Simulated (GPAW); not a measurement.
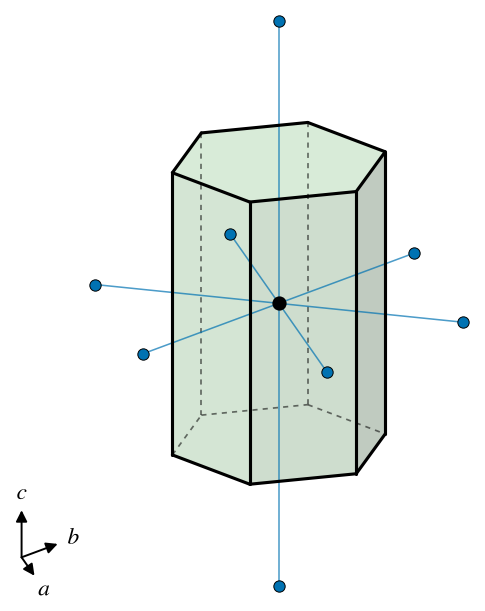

Crystal: MnO, an entry of the Crystallography Open Database, as set up for an electronic-structure calculation. The Wigner–Seitz cell of the crystal's lattice, with lines to the lattice points that define its faces. All values are computed from the atomic coordinates in the standard setting (tolerance 0.002 Å).

a = 3.372 Å, b = 3.372 Å, c = 5.386 Å, α = 90.00°, β = 90.00°, γ = 120.00°; lattice centring P.

**Describe the polyhedron.**

A hexagonal prism: 8 faces (6 with 4 edges, 2 with 6 edges), 18 edges, 12 vertices. Its volume is that of the primitive cell, 53.0 Å³.

**Which lattice vectors do the faces bisect?**

| example | length (Å) | faces | edges of each | area (Å²) |
| --- | --- | --- | --- | --- |
| a + b | 3.37 | 6 | 4 | 10.5 |
| c | 5.39 | 2 | 6 | 9.8 |
